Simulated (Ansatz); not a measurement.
A series of calculations on Rb

### A change

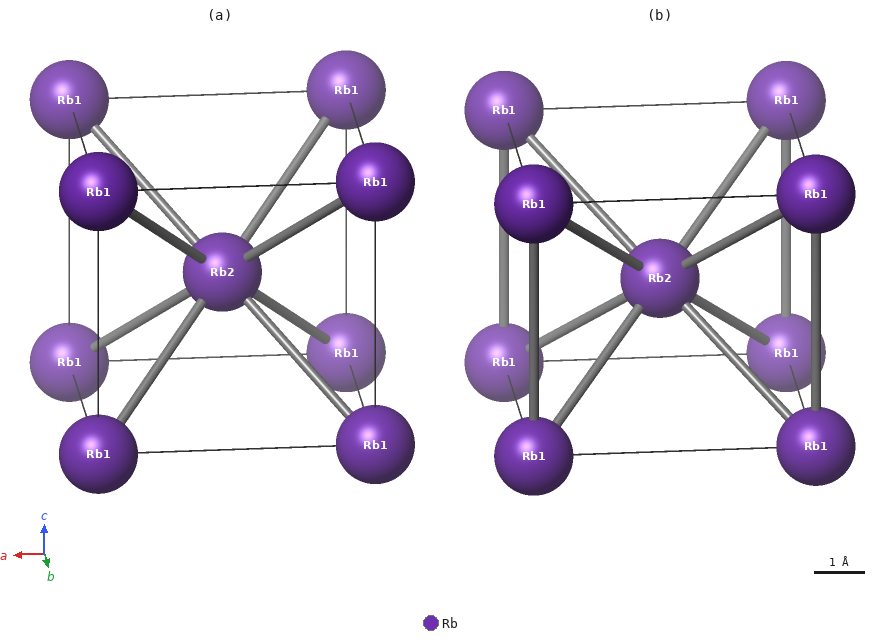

Left: crystalline Rb (set up in Im-3m). Right: the same structure after one change, at the same scale. The picture is a ball-and-stick view of the cell of the calculation, seen from a free direction.

All numbers below come from DFT PBEsol, scalar-relativistic, plane waves, PAW (Ansatz 0.2.0). Settings: plane-wave cutoff 420 eV; k-point mesh 10 × 10 × 10; occupations gaussian; smearing width 0.1 eV; no spin polarisation.

> What was changed?

Uniaxial strain along c, −4.0 %, is applied. The a and b axes and the atoms are relaxed.

> What does the change do?

The drawn cell changes as follows: a = b 5.572 → 5.676 Å (+1.9 %), c 5.572 → 5.349 Å (−4.0 %); the volume changes by −0.4 %. The atoms keep their places relative to the cell (all moves are under 0.005 Å). Among the bonded contacts that change: Rb–Rb 5.572 → 5.349 Å. The space group (tolerance 0.01 Å) goes from Im-3m (No. 229) to I4/mmm (No. 139). The energy changes by less than 1 meV per atom. It is metallic before and after.

### Scan

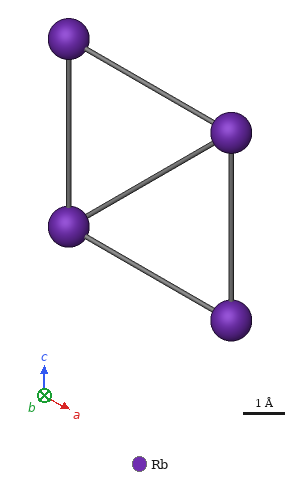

A scan of a crystal of Rb (Im-3m): the cell is strained in shear in the yz plane, with the atoms kept at their fractional coordinates. x, y and z are the Cartesian axes of the input. The picture shows the reference cell. A ball-and-stick model of the cell of the calculation, seen along the b axis.

The calculation used DFT PBE, scalar-relativistic, plane waves, PAW in Ansatz. (plane-wave cutoff 420 eV; k-point mesh 12 × 12 × 12; occupations gaussian; smearing width 0.15 eV; no spin polarisation). Energies (free energies at the smearing named) are counted from the cell as listed in its source, which wasn't relaxed.

```
Rb
1.0
    -2.80600    2.80600    2.80600
     2.80600   -2.80600    2.80600
     2.80600    2.80600   -2.80600
Rb
1
Direct
  0.00000 0.00000 0.00000
```

Question: Predict the energy profile (the strain: −0.1500, −0.1125, −0.0750, −0.0375, 0.0000, 0.0187, 0.0375, 0.0562, 0.0750, 0.0937, 0.1125, 0.1312, 0.1500).

Answer:
| engineering shear strain | ΔE (meV/atom) |
| --- | --- |
| −0.1500 | 12.7 |
| −0.1125 | 7.1 |
| −0.0750 | 3.1 |
| −0.0375 | 0.8 |
| 0.0000 | 0.0 |
| 0.0187 | 0.2 |
| 0.0375 | 0.8 |
| 0.0562 | 1.8 |
| 0.0750 | 3.1 |
| 0.0937 | 4.9 |
| 0.1125 | 7.1 |
| 0.1312 | 9.7 |
| 0.1500 | 12.7 |

Points that are alike by symmetry were computed once.

Of the computed points the lowest is at the strain 0.00, 0.0 meV/atom. At the ends of the scan the energy is 12.7 meV/atom (−0.15) and 12.7 meV/atom (0.15). The distortion takes the space group from Im-3m to Fmmm. At the strain −0.15 the cell of the drawing goes a 4.860 → 4.620 Å, b 4.860 → 5.106 Å, c 4.860 → 5.106 Å, α 109.5° → 113.3°.

The computed profile (hollow markers are points alike by symmetry):

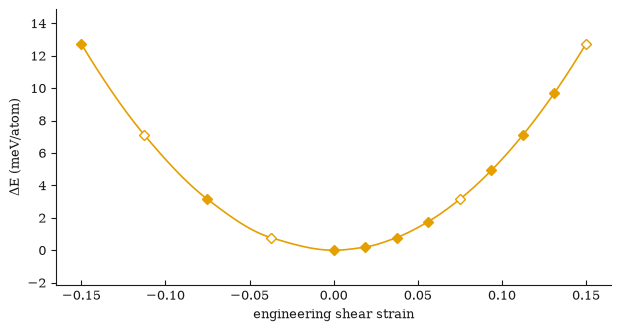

### Scan

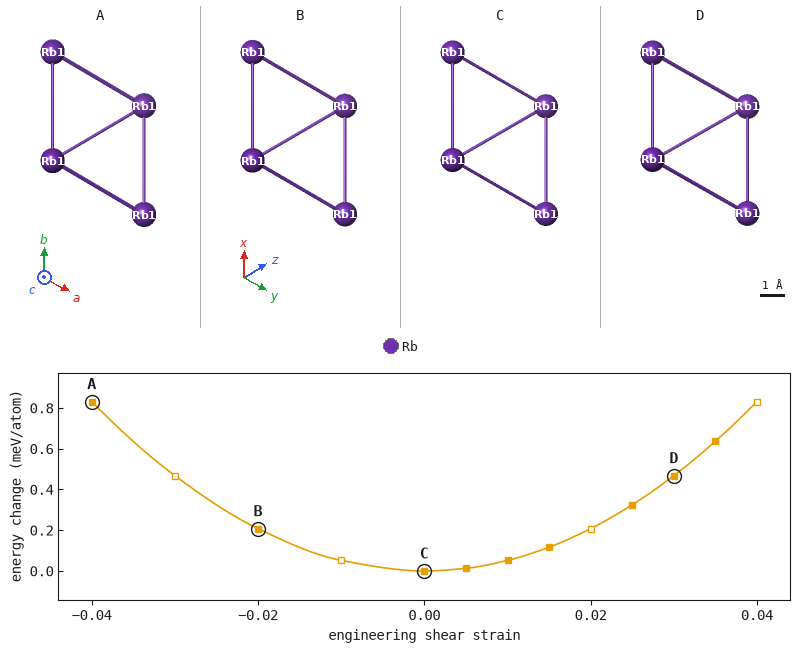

Crystalline Rb (Im-3m): the cell is strained in shear in the yz plane, with the atoms kept at their fractional coordinates. x, y and z are the Cartesian axes of the input. The lettered frames are marked on the plot. Hollow markers are points alike by symmetry, not computed again. Style: ball-and-stick. Shown: the cell of the calculation, along the c axis.

These are results of DFT PBEsol, scalar-relativistic, plane waves, PAW (Ansatz 0.2.0), not measurements. (plane-wave cutoff 420 eV; k-point mesh 12 × 12 × 12; occupations gaussian; smearing width 0.15 eV; no spin polarisation). Energies (free energies at the smearing named) are counted from the cell as listed in its source, which wasn't relaxed.

Describe the profile.

The lowest computed point lies at the strain 0.00 (0.00 meV/atom). The curvature at zero strain, (1/V) d²E/dε², is about 1.9 GPa; it is C₄₄ with clamped ions. The distortion takes the space group from Im-3m to Fmmm. At the strain −0.04 the cell of the drawing goes a 4.860 → 4.796 Å, b 4.860 → 4.925 Å, c 4.860 → 4.925 Å, α 109.5° → 110.5°.

### Energy map

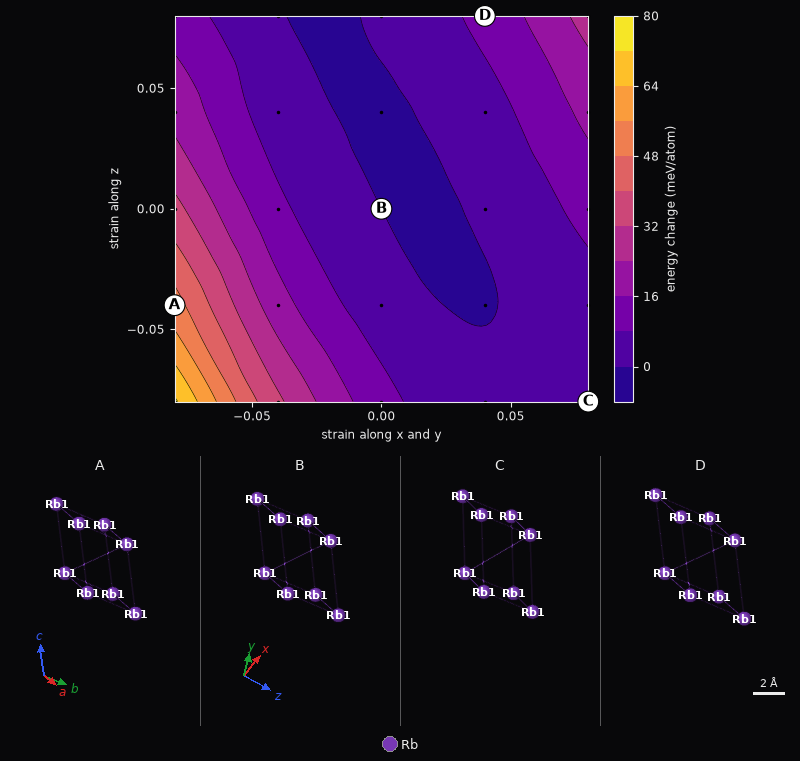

Solid Rb (Im-3m): the cell is strained equally along x and y and separately along z, with the atoms kept at their fractional coordinates. x, y and z are the Cartesian axes of the input. The map is interpolated between the computed points (dots). The lettered frames are marked on it. A ball-and-stick model of the cell of the calculation, seen slightly off an axis.

These are results of DFT PBE, scalar-relativistic, plane waves, PAW (Ansatz 0.2.0), not measurements. (plane-wave cutoff 420 eV; k-point mesh 12 × 12 × 12; occupations gaussian; smearing width 0.15 eV; no spin polarisation). Energies (free energies at the smearing named) are counted from the cell as listed in its source, which wasn't relaxed.

Q: Describe the energy landscape.

A: In pairs of (strain along x and y; strain along z): the lowest computed point lies at (0.000, 0.040) (−0.7 meV/atom), the highest at (−0.080, −0.080) (73.2 meV/atom). The valley is tilted: raising the in-plane strain is made harder by raising the strain along z (cross term 1.04 of the geometric mean of the two curvatures). Over the ranges scanned the energy rises more along the first axis, the in-plane strain. The pressure runs from −0.4 GPa at (0.080, 0.080) to 1.3 GPa at (−0.080, −0.080). The frames lie at A (−0.080, −0.040): 51.3 meV/atom, B (0.000, 0.000): 0.0 meV/atom, C (0.080, −0.080): 4.0 meV/atom, D (0.040, 0.080): 10.5 meV/atom.
